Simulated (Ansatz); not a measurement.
Structure of Rh:

```
CELL_PARAMETERS angstrom
2.55606 0.00000 0.00000
0.00000 2.55606 0.00000
0.00000 0.00000 2.55606
ATOMIC_POSITIONS crystal
Rh 0.00000 0.00000 0.00000
```

Structure used: the input geometry of an electronic-structure calculation (not necessarily at equilibrium); the starting structure was generated, so it need not be a known form of this composition.

**Predict radii and indices of the first 4 visible rings (3 % of the strongest or more) for λ = 0.5594 Å and a flat detector at 350 mm.**

```csv
ring,radius,2θ (°),d (Å),hkl
1,78.0 mm,12.56,2.56,100
2,112.4 mm,17.80,1.807,110
3,140.4 mm,21.85,1.476,111
4,165.3 mm,25.28,1.278,200
```

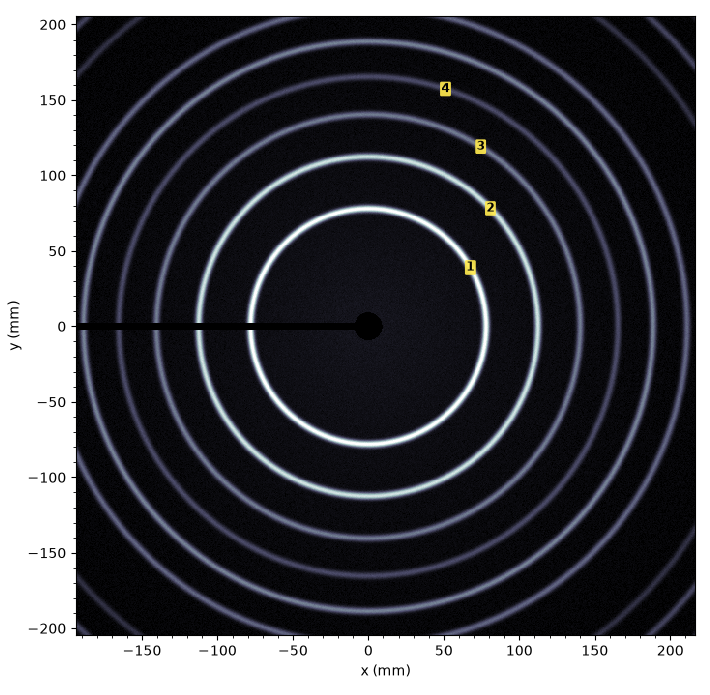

Simulated X-ray powder rings on a flat area detector normal to the beam: λ = 0.5594 Å, sample-to-detector distance 350 mm, axes in mm from the beam centre, for a fine-grained powder without texture. Kinematic intensities with B = 0.8 Å² for all atoms, without absorption; brightness goes as intensity to the power 0.5, clipped at the top, with counting noise. Reflections closer than the ring width show as one ring. The numbers mark the rings of the table.
